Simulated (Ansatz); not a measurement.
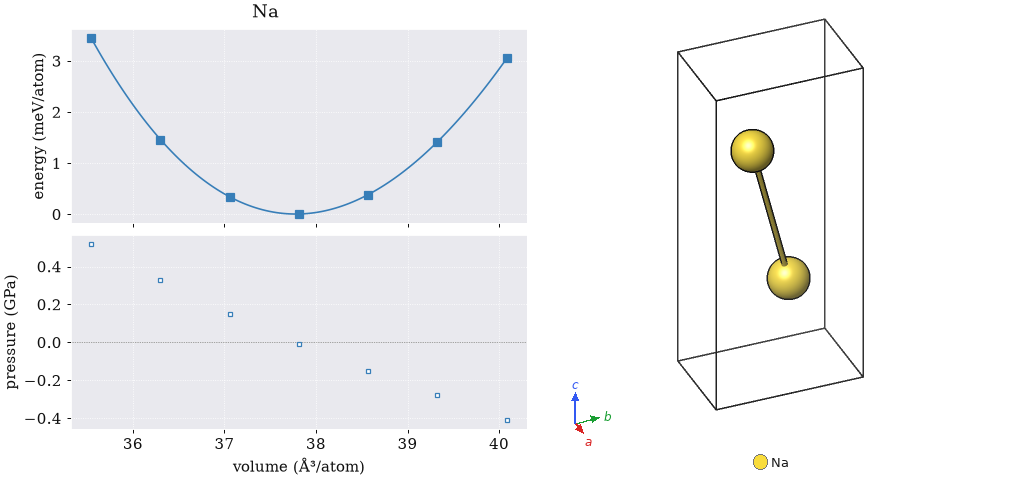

The plot gives the computed energy and pressure against volume for Na, space group P6_3/mmc (No. 194). The conventional cell is drawn beside the plot.

Cell as given: a = 3.767 Å, b = 3.767 Å, c = 6.154 Å, α = 90.00°, β = 90.00°, γ = 120.00°; 2 atoms.

How it was computed, with Ansatz 0.2.0: plane-wave DFT, no spin polarisation; energies at scaled volumes of the given cell, shape and fractions fixed, counted from the fit's minimum, third-order Birch-Murnaghan fit. Level: r2SCAN.

| setting | value |
| --- | --- |
| k mesh | 8×8×5 |
| occupations | Fermi–Dirac |
| smearing width | 0.05 eV |
| potentials | Ansatz PAW |
| wave cutoff | 500 eV |
| density cutoff | 2000 eV |

**What equilibrium volume and bulk modulus follow from the curve?**

A third-order Birch–Murnaghan fit gives V0 = 37.78 Å³/atom, B0 = 7.6 GPa and B′ = 3.6.

**Read off the course of the pressure.**

It falls from 0.52 GPa at volume 35.54 Å³/atom to −0.41 GPa at 40.08 Å³/atom, and changes sign near 37.77 Å³/atom.

Note: shape and atomic fractions are frozen while scaling, which makes layered, chain and framework solids too stiff.

The computed values:

```csv
volume (Å³/atom),energy (meV/atom),pressure (GPa)
35.54,3.45,0.52
36.30,1.46,0.33
37.06,0.34,0.15
37.81,0.00,-0.01
38.57,0.38,-0.15
39.33,1.42,-0.28
40.08,3.05,-0.41
```
